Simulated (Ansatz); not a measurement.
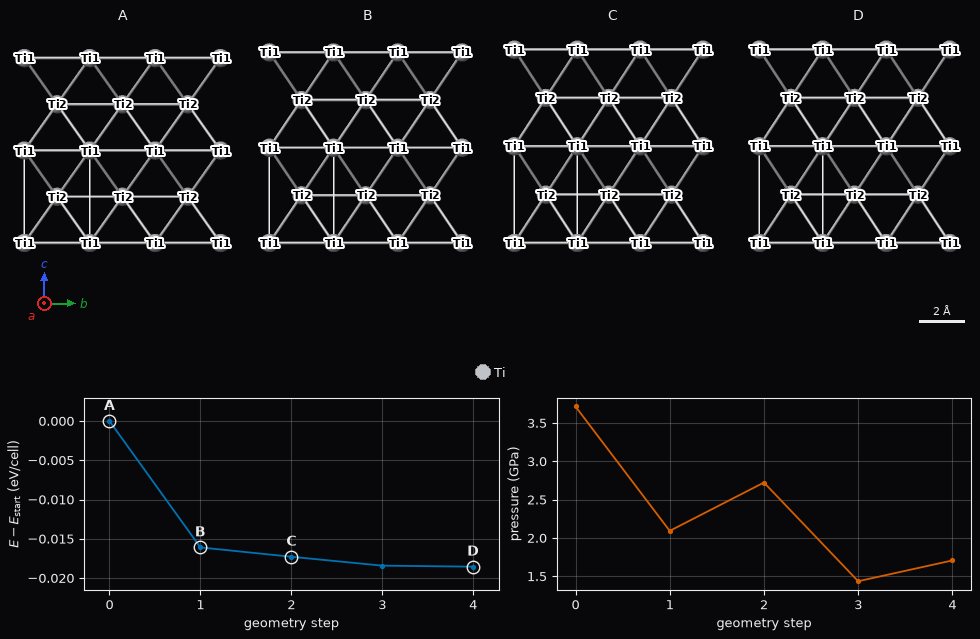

Frames of a relaxation of solid Ti (set up in Immm), marked on the history of the run. Style: ball-and-stick. Shown: the cell of the calculation, repeated 1 × 3 × 2 with one cell outlined, along the a axis.

Case: uniaxial strain along a of -6.0 %; b, c and atoms relaxed.

Level of theory: DFT r2SCAN, scalar-relativistic, plane waves, PAW in Ansatz.

The input:
```yaml
crystal:
  lattice:
    - [1.9318425177, 1.9318425177, 0.0]
    - [-2.0859788888, 2.0859788888, 0.0]
    - [0.0, 0.0, 4.1719577775]
  atoms:
    - { symbol: Ti, position: [0.0, 0.0, 0.0] }
    - { symbol: Ti, position: [0.5, 0.5, 0.5] }
basis:
  ecutwfc: 500
kpoints:
  mp_grid: { grid: [18, 18, 12] }
hamiltonian:
  xc: r2scan
scf:
  occupations: { method: gaussian, width: 0.1 }
output:
  forces: true
  stress: true
  eigenvalues: true
relax:
  adjacent_minimum: "off"
  f_tol: 0.008
  max_steps: 40
  cell: { stress_tol: 0.015, fix: [a, angles] }
```

Command:
```bash
ansatz run input.yaml --threads 1 --pin off --max-ram 2560MiB --backend cpu --events-out ev --progress --plain --runs-dir out
```

Question: What happens along the run?

Answer: The run was cut off at its time limit before the relaxation converged, so the last structure is only a point on the way. Over 4 geometry steps the energy falls by 18.5 meV per cell of the calculation. All forces vanish by symmetry, so only the cell relaxes. Pressure: 3.72 GPa at the start and 1.71 GPa at the end. The atoms keep their places relative to the cell (all moves are under 0.005 Å). The volume changes by +1.5 %, with a unchanged at 2.732 Å, b 2.950 → 2.862 Å (−3.0 %), c 4.172 → 4.364 Å (+4.6 %). Some distances before and after: Ti1–Ti1 2.950 → 2.862 Å, Ti1–Ti2 2.897 → 2.945 Å. The space group stays Immm (No. 71). The run took 7.5 min on 1 thread of Intel(R) Xeon(R) Processor @ 2.50GHz (Skylake/Cascade Lake), with other jobs on the host, peak memory 0.78 GiB. From step 0 to 1: volume +1.2 %, energy −16.1 meV per cell of the calculation. From step 1 to 2: volume −0.6 %, energy −1.2 meV per cell of the calculation. From step 2 to 4: volume +0.9 %, energy −1.3 meV per cell of the calculation.

| step | E − E(0), meV/atom | pressure, GPa | volume, Å³/atom |
| --- | --- | --- | --- |
| 0 | 0.00 | 3.72 | 16.812 |
| 1 | -8.05 | 2.09 | 17.022 |
| 2 | -8.64 | 2.72 | 16.916 |
| 3 | -9.21 | 1.44 | 17.100 |
| 4 | -9.27 | 1.71 | 17.063 |
